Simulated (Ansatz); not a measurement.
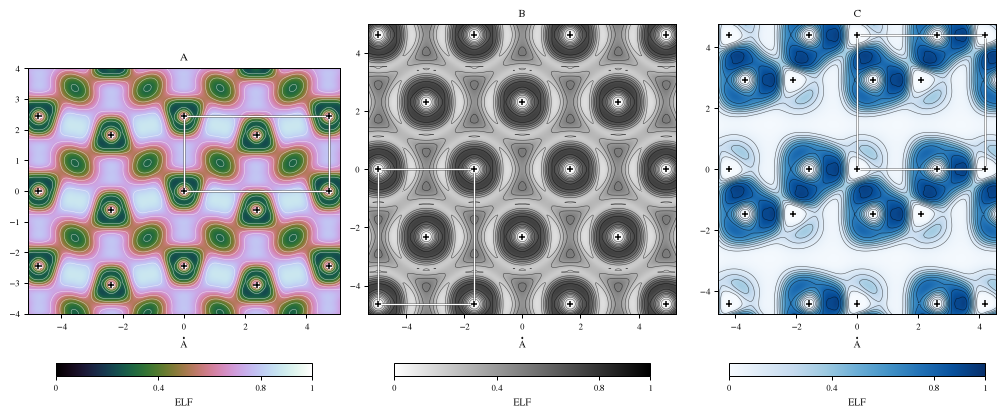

The electron localisation function of 3 systems, each on a plane through atoms (crosses mark nuclei in the plane).

Method: DFT r2SCAN, scalar-relativistic, plane waves, PAW in Ansatz.

System 1: Si, the (100) plane of the conventional cell. Space group I4₁/amd; a structure from a database of computed crystals, not necessarily the ambient phase; changed on purpose from its base cell (strain +0.000 along x and y, -0.080 along z, atoms carried along); computed pressure about 14 GPa in this cell.

```
Si
1.0
     4.74274    0.00000    0.00000
     0.00000    4.74274    0.00000
     0.00000    0.00000    2.44585
Si
4
Direct
  0.50000 0.00000 0.25000
  0.00000 0.50000 0.75000
  0.00000 0.00000 0.50000
  0.50000 0.50000 0.00000
```

System 2: Ta, the (101) plane of the conventional cell. Space group I4/mmm; changed on purpose from its base cell (strain +0.000 along x and y, -0.015 along z, atoms carried along); computed pressure about 4 GPa in this cell; computed without spin polarisation.

System 3: BN, the (110) plane of the conventional cell. Space group P6₃mc; a structure from a database of computed crystals, not necessarily the ambient phase.

```yaml
crystal:
  lattice:
    - [2.54397, 0.00000, 0.00000]
    - [-1.27198, 2.20314, 0.00000]
    - [0.00000, 0.00000, 4.20774]
  atoms:
    - { symbol: B, position: [0.66667, 0.33333, 0.99980] }
    - { symbol: B, position: [0.33333, 0.66667, 0.49980] }
    - { symbol: N, position: [0.66667, 0.33333, 0.62520] }
    - { symbol: N, position: [0.33333, 0.66667, 0.12520] }
```

Which map belongs to which system?

Answer. Panel A is system 1, Si: the plane holds Si. Si–Si (2.45 Å): the ELF peaks at about 0.80 between the atoms. Panel B is system 2, Ta: the plane holds Ta. Ta–Ta (2.85 Å): the ELF is about 0.30 at the midpoint (no localised pair shows between them). Panel C is system 3, BN: the plane holds B and N. B–N (1.56 Å): the ELF peaks at about 0.95 between the atoms, as expected for a polar covalent bond.
